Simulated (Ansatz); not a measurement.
**Band-structure calculation, with input and output: SrO**

System: SrO (2 atoms in the cell).
Method: DFT, PBE, plane waves, PAW, no spin polarisation (Ansatz 0.2.0).

The structure was built on a prototype by a generator. The geometry comes from this level: r2SCAN (a point of a series of strains). It belongs to a series of runs on one base structure; here: epitaxial_xy strain +0.5%. Figures and captions count atoms from 1; the log counts them from 0 in places.

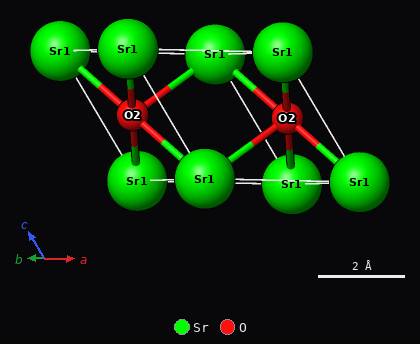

**Figure 1.** The structure (ball-and-stick view of the reduced cell, seen at an oblique angle; atoms are numbered from 1 in the order of the input). Near neighbours in the crystal (not all of them lie inside the picture): Sr has 6 O at 2.57 to 2.59 Å; O has 6 Sr at 2.57 to 2.59 Å.

**The input**
```yaml
crystal:
  lattice:
    - [0.0, 2.5927917888, 2.5734425963]
    - [2.5927917888, 0.0, 2.5734425963]
    - [2.5927917888, 2.5927917888, 0.0]
  atoms:
    - { symbol: Sr, position: [0.0, 0.0, 0.0] }
    - { symbol: O, position: [0.5, 0.5, 0.5] }
kpoints:
  mp_grid: { grid: [8, 8, 8] }
  band_path:
    path:
      - [0.0, 0.0, 0.0]
      - [0.5, 0.0, 0.5]
      - [0.625, 0.25, 0.625]
      - [0.375, 0.375, 0.75]
      - [0.5, 0.5, 0.5]
      - [0.5, 0.25, 0.75]
      - [0.5, 0.5, 0.0]
    npoints: 1
hamiltonian:
  xc: pbe
scf:
  occupations: { method: fermi_dirac, width: 0.02 }
  n_extra_bands: 4
output:
  forces: true
  stress: true
  eigenvalues: true
  write_density: true
  write_potential: true
  elf: true
  volumetric_format: npy
```

Launched with:
```bash
ansatz run input.yaml --threads 4 --pin off --max-ram 4608MiB --backend cpu --events-out ev --progress --plain --runs-dir out
```

**The program's output**
```
scf.n_extra_bands = 4 over 8 filled bands (N_el = 16.0): the run solves 12 bands
Engine: ansatz 0.2.0, x86_64-unknown-linux-gnu
Pseudopotentials: kind: paw
Pseudopotential: Sr, paw, valence charge 10, recommended cutoff 420 eV (normal), Sr.paw.azcp
Pseudopotential: O, paw, valence charge 6, recommended cutoff 420 eV (normal), O.paw.azcp
Functional definition: PBE
  parameter kappa = 0.804
  parameter beta = 0.06672455060314922
  exchange = pbe_x(kappa = kappa, mu = beta*pi^2/3)
  correlation = pbe_c(beta = beta)
Crystal: 2 atoms, lattice volume = 34.600 Å³
Basis set: ecut = 420 eV, 661 PW (Γ), exchange–correlation on 50×50×50 points (8 copies of the dense FFT grid, shifted against one another)
Bands: 12, of which v1, the nominal top of the filled ones, is band 8 counted from 1 (7 counted from 0)
Symmetry: 16 space group operations
Space group: I4/mmm (ITA 139), of the structure as read, at distance tolerance 3.3e-5 Å
k-points: 59 of 512
Non-local potential: Sr, projectors of the file, l = 0: 3, l = 1: 2, l = 2: 2
Non-local potential: O, projectors of the file, l = 0: 2, l = 1: 2, l = 2: 1
PAW form: soft (Blöchl's): semilocal exchange-correlation on the pseudo side does not see the compensation charge
PAW one-centre angular grid: Sr, 110 points (default); XC on 64 Gauss nodes
PAW one-centre angular grid: O, 110 points (default); XC on 64 Gauss nodes
Initial density: superposition of atomic densities (neutral atoms: chi_scale 0, normalization atom), corrected by the library's trained network
Initial wavefunctions: pseudopotential atomic-orbital guess
Functional: x = pbe(κ = 0.804, μ = 0.2195149727645171), c = pbe(β = 0.06672455060314922)
SCF iter   1: F=—  HF=-4114.625564 eV  |F-HF|=—  |Δ(HF+E_count)|=         —  Δρ=3.62e-4  dr2=6.11e-6  ethr=1.77e-3  ⟨swp⟩=9.0  Hψ=5759  notcnv=0
preconditioner: auto → none  [insulator: Δε(μ)=3.278 eV  Ē_g=16.120 eV  σ=0.020 eV  W_gap=1.00  n_scr=8 (ndim 8)  ℏωp=23.6 eV  f_vac=0.000  D(μ)=0.00/eV (n_scr^D=0)  ε∞_Penn≈3.1]
SCF iter   2: F=—  HF=-4114.626607 eV  |F-HF|=—  |Δ(HF+E_count)|=   1.04e-3  Δρ=4.37e-4  dr2=7.23e-5  ethr=3.82e-8  ⟨swp⟩=4.2  Hψ=2641  notcnv=0
SCF iter   3: F=—  HF=-4114.626636 eV  |F-HF|=—  |Δ(HF+E_count)|=   2.89e-5  Δρ=1.46e-4  dr2=4.73e-6  ethr=3.82e-8  ⟨swp⟩=2.6  Hψ=1231  notcnv=0
SCF iter   4: F=—  HF=-4114.626655 eV  |F-HF|=—  |Δ(HF+E_count)|=   1.94e-5  Δρ=5.42e-5  dr2=5.83e-7  ethr=2.95e-8  ⟨swp⟩=3.0  Hψ=1111  notcnv=0
SCF iter   5: F=—  HF=-4114.626656 eV  |F-HF|=—  |Δ(HF+E_count)|=   9.28e-7  Δρ=2.08e-5  dr2=1.48e-7  ethr=3.64e-9  ⟨swp⟩=2.5  Hψ=1068  notcnv=0
SCF iter   6: F=-4114.626656 eV  HF=-4114.626656 eV  |F-HF|=2.69e-8  |Δ(HF+E_count)|=   5.49e-9  Δρ=8.62e-6  dr2=3.06e-8  ethr=6.25e-10  ⟨swp⟩=8.9  Hψ=4147  notcnv=0
SCF 1 converged in 6 iterations: F = -4114.626656 eV  dr2 = 3.06e-8
  greatest PAW one-centre occupation: 0.987 electrons in one spin orbital (limit 2), on the Sr atom at site 0 (counted from 0), in its partial waves of l = 0
NSCF: frozen V_eff on 7 k-points
SCF converged after 6 iterations
Free energy (F): -4114.626656 eV
Harris-Foulkes:  -4114.626656 eV  (|F-HF|=2.69e-8)
Internal energy: -4114.626656 eV  (E = F + TS)
E sigma→0 (E₀):  -4114.626656 eV
Fermi energy:    9.405702 eV
--- Per-component energies (eV) ---
  E_band       = -61.402001
  E_kinetic    = 422.613393
  E_local      = -872.492625  (includes V_loc(G=0)·N_el)
  E_nonlocal   = 250.111372
  E_hartree    = 236.624509
  E_xc         = -249.270714
  E_vxc        = -259.025009  (∫ρ·V_xc dr)
  E_paw        = -2852.308833  (= ΣΔE_a)
  E_vpaw       = -75.858184  (= ΣTr[D̂ρ^β])
  E_aug_tail   = 0.002376  (compensation charges beyond the density's cutoff)
  E_ewald      = -1049.906135
  E_smearing   = -0.000000  (= −TS)
  E_closure    = 0.000000  (closes the sum)
  Σ components = -4114.626656   (vs F -4114.626656, Δ=0.00e0)
--- Forces (eV/Å), atoms counted from 1 ---
  atom   1  Sr    -0.00000000     0.00000000     0.00000000
  atom   2  O      0.00000000     0.00000000    -0.00000000
  max |Σ_I F_I| component: 1.89e-29 eV/Å
--- Stress (GPa, compression-positive) ---
        0.827735       0.000000       0.000000
        0.000000       0.827735       0.000000
        0.000000       0.000000       1.754402
  P = ⅓ Tr σ = 1.1366 GPa (11.366 kbar)
--- Band table (eV; the first three rows and the last of 59) ---
  k-point 0: bands = ["-24.6269", "-7.2976", "-6.2856", "-6.2856", "-6.2807", "7.7352", "7.7352", "7.7605", "11.6225", "13.9449", "13.9449", "14.0003"]
  k-point 1: bands = ["-24.6084", "-7.6562", "-6.2982", "-6.2933", "-5.9718", "7.3007", "7.5510", "7.5650", "12.3123", "13.8031", "14.2435", "14.2761"]
  k-point 2: bands = ["-24.5634", "-8.2105", "-6.3283", "-6.3191", "-5.5304", "6.4989", "7.1520", "7.1591", "13.6828", "13.8691", "15.0547", "15.0749"]
  k-point 58: bands = ["-24.4591", "-7.2659", "-7.1911", "-6.6407", "-6.6407", "7.3369", "7.6440", "7.6440", "11.0467", "15.4562", "17.8534", "17.9382"]
```

**File bands.tsv**
```
# k_distance	band_0	band_1	band_2	band_3	band_4	band_5	band_6	band_7	band_8	band_9	band_10	band_11
# fermi_ev = 9.405702
# lock_threshold_ev = 1e-6
# [0, 0, 0] at k_distance = 0.000000
# [0.5, 0, 0.5] at k_distance = 1.211664
# [0.625, 0.25, 0.625] at k_distance = 1.641666
# [0.375, 0.375, 0.75] at k_distance = 2.384588
# [0.5, 0.5, 0.5] at k_distance = 3.130301
# [0.5, 0.25, 0.75] at k_distance = 3.990304
# [0.5, 0.5, 0] at k_distance = 5.813887
# levels_relative_to = fermi_ev
# free_energy_ev = -4114.626656
# largest_residual_norms_ev = 8.861e-4 1.318e-3 9.968e-4 1.193e-3 1.370e-3 1.599e-3 1.298e-3 1.768e-3 1.520e-3 1.482e-3 2.302e-3 2.321e-3
0.000000	-34.032553	-16.703288	-15.691316	-15.691316	-15.686354	-1.670497	-1.670497	-1.645155	2.216787	4.539202	4.539202	4.594598
1.211664	-33.868465	-16.669789	-16.600337	-16.037426	-16.027883	-2.113207	-1.762600	-1.731744	1.668111	6.045945	8.454985	8.503874
1.641666	-33.870037	-17.431821	-16.447025	-15.937677	-15.274459	-2.588570	-2.210870	-2.148627	3.139988	6.167647	6.968176	8.419182
2.384588	-33.867915	-17.414642	-16.444518	-15.951600	-15.304841	-2.587986	-2.212399	-2.102428	3.101513	6.164408	6.985246	8.399220
3.130301	-33.904480	-18.178779	-15.775682	-15.760549	-14.533777	-3.772223	-2.740075	-2.738994	4.846931	6.618599	7.121792	7.135672
3.990304	-33.865182	-17.343835	-16.331407	-16.325390	-15.140387	-2.738404	-2.104765	-2.064281	4.302797	4.326424	6.888484	9.379742
5.813887	-33.864791	-16.671580	-16.596817	-16.046432	-16.046432	-2.068842	-1.761716	-1.761716	1.641032	6.050455	8.447675	8.532545
```

**File rho_z.tsv**
```
# z_ang	rho[e/angstrom^3]
# format = ansatz-planar-average/11
# lattice	0.000000000	2.592791789	2.573442596
# lattice	2.592791789	0.000000000	2.573442596
# lattice	2.592791789	2.592791789	0.000000000
# sites	2
# site	38	0.000000000	0.000000000	0.000000000
# site	8	2.592791789	2.592791789	2.573442596
0.000000	5.585292e-1
0.146670	5.556481e-1
0.293341	5.414557e-1
0.440011	5.061525e-1
0.586682	4.485901e-1
0.733352	3.821571e-1
0.880023	3.283574e-1
1.026693	3.064972e-1
1.173364	3.293591e-1
1.320034	3.977779e-1
1.466705	4.925723e-1
1.613375	5.804691e-1
1.760045	6.319969e-1
1.906716	6.319969e-1
2.053386	5.804691e-1
2.200057	4.925723e-1
2.346727	3.977779e-1
2.493398	3.293591e-1
2.640068	3.064972e-1
2.786739	3.283574e-1
2.933409	3.821571e-1
3.080080	4.485901e-1
3.226750	5.061525e-1
3.373420	5.414557e-1
3.520091	5.556481e-1
```

**File v_z.tsv**
```
# z_ang	v_es[eV]	v_tot[eV]
# format = ansatz-planar-average/11
# xc	pbe
# density_cutoff_ev	1680
# datasets	Sr=:simpson_from_first_knot:soft	O=:simpson_from_first_knot:soft
# lattice	0.000000000	2.592791789	2.573442596
# lattice	2.592791789	0.000000000	2.573442596
# lattice	2.592791789	2.592791789	0.000000000
# sites	2
# site	38	0.000000000	0.000000000	0.000000000
# site	8	2.592791789	2.592791789	2.573442596
0.000000	-9.312681e0	-2.029461e1
0.146670	-8.582793e0	-1.949277e1
0.293341	-6.508708e0	-1.722095e1
0.440011	-3.477774e0	-1.391368e1
0.586682	-2.759246e-2	-1.016295e1
0.733352	3.215478e0	-6.641293e0
0.880023	5.814012e0	-3.828516e0
1.026693	7.277721e0	-2.249499e0
1.173364	7.543998e0	-1.976954e0
1.320034	7.286073e0	-2.314327e0
1.466705	6.892396e0	-2.820914e0
1.613375	6.474974e0	-3.329680e0
1.760045	6.205302e0	-3.644080e0
1.906716	6.205302e0	-3.644080e0
2.053386	6.474974e0	-3.329680e0
2.200057	6.892396e0	-2.820914e0
2.346727	7.286073e0	-2.314327e0
2.493398	7.543998e0	-1.976954e0
2.640068	7.277721e0	-2.249499e0
2.786739	5.814012e0	-3.828516e0
2.933409	3.215478e0	-6.641293e0
3.080080	-2.759246e-2	-1.016295e1
3.226750	-3.477774e0	-1.391368e1
3.373420	-6.508708e0	-1.722095e1
3.520091	-8.582793e0	-1.949277e1
```

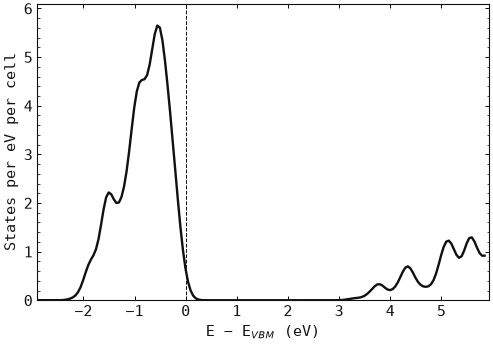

**Figure 2.** Density of states (the curve is built from the levels of the k mesh with Gaussians 0.3 eV wide, which also blur the band edges), with energies from the valence-band top. There is a gap of 3.29 eV on the k-point mesh. Small ripples come from the finite k-point mesh.

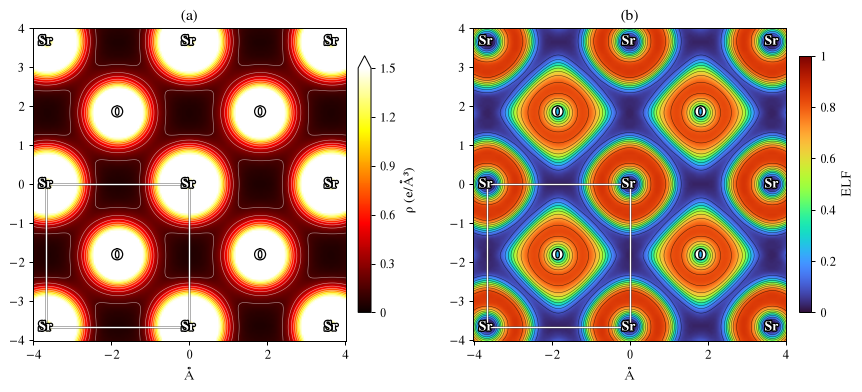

**Figure 3.** (a) valence pseudo-density; (b) electron localisation function on the (001) plane of the conventional cell. The section cuts through Sr and O sites. Sr–O (2.59 Å): ρ at the midpoint is about 0.22 e/Å³; the ELF is about 0.10 at the midpoint, as expected for two separate closed shells. Away from the nuclei the density in this plane falls to 0.05 e/Å³ at its lowest. The strong features right at Sr lie inside the PAW spheres (semicore, d or f shells) and say nothing about bonding. The fields are those of the smooth PAW valence density.

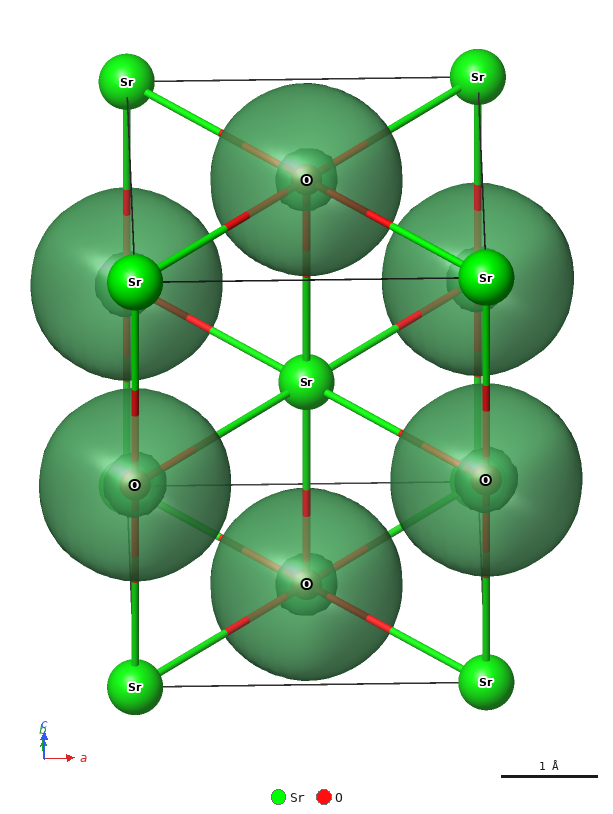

**Figure 4.** Isosurface of the electron localisation function at 0.65 (green), seen at an oblique angle. Core shells and regions of very low density are left out. Sticks mark near contacts. The outline is the cell set on symmetry axes.

**Results in brief**

```json
{"quantity": "outcome", "value": "converged"}
{"quantity": "space group (tolerance 0.01 Å)", "value": "I4/mmm (139)"}
{"quantity": "electrons treated", "value": "16"}
{"quantity": "free energy", "value": "−4114.6267 eV"}
{"quantity": "Fermi energy", "value": "9.406 eV"}
{"quantity": "gap on the k-point mesh", "value": "3.29 eV"}
{"quantity": "pressure", "value": "1.14 GPa"}
{"quantity": "largest force (length of the vector)", "value": "under 0.001 eV/Å"}
{"quantity": "hardware", "value": "4 threads of Intel Xeon @ 2.70GHz, 189 GiB of memory available, shared host"}
{"quantity": "wall time", "value": "0.98 s (CPU time 2.5 s)"}
{"quantity": "peak memory", "value": "0.33 GiB"}
```
